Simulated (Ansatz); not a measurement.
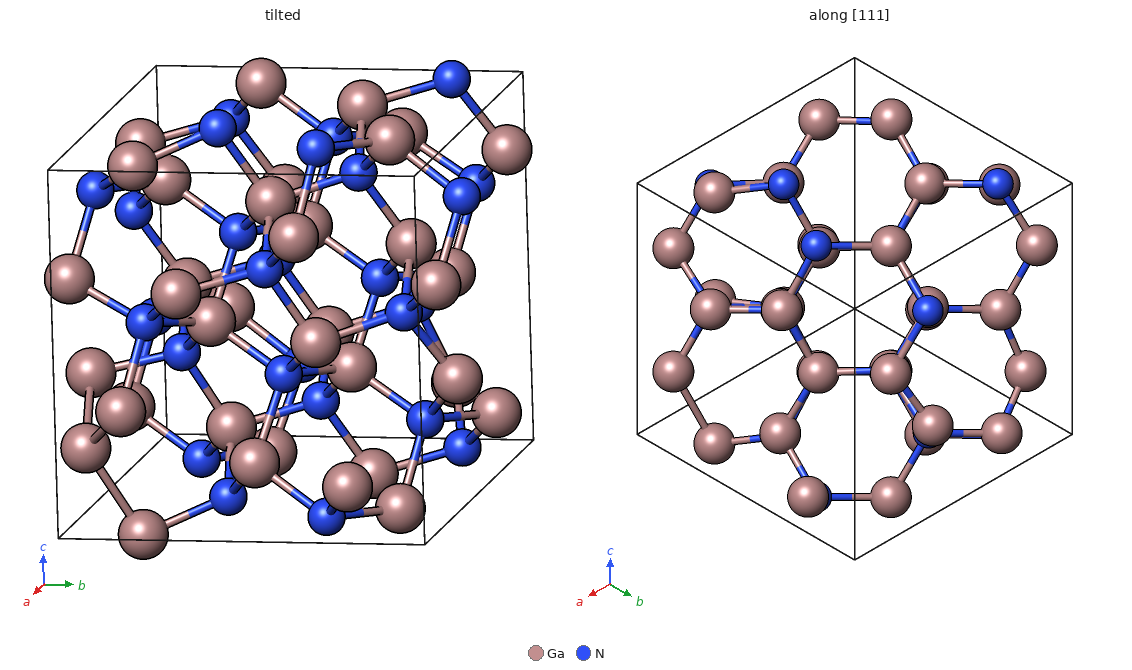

Drawn in the ball-and-stick manner and seen slightly off an axis and along [111]. Lines trace the edges of the simulation cell. Cell: a = 8.302 Å, b = 8.302 Å, c = 8.302 Å, α = 84.36°, β = 84.36°, γ = 84.36°.

This is Ga$_{25}$N$_{23}$. The structure has R3 (No. 146) symmetry and a rhombohedral (trigonal R) lattice. There are 48 atoms in the cell: 25 Ga, 23 N. The neighbours of N are four Ga in a distorted tetrahedral arrangement at about 1.9 to 2.0 Å. Numbers of contacts at bonding distance: Ga 4. The bonds build a three-dimensional framework.

It goes back to a structure listed in the Materials Project, repeated into a supercell with a point defect put in. The atoms were relaxed in a fixed cell with DFT PBE, scalar-relativistic, plane waves, PAW (Ansatz).
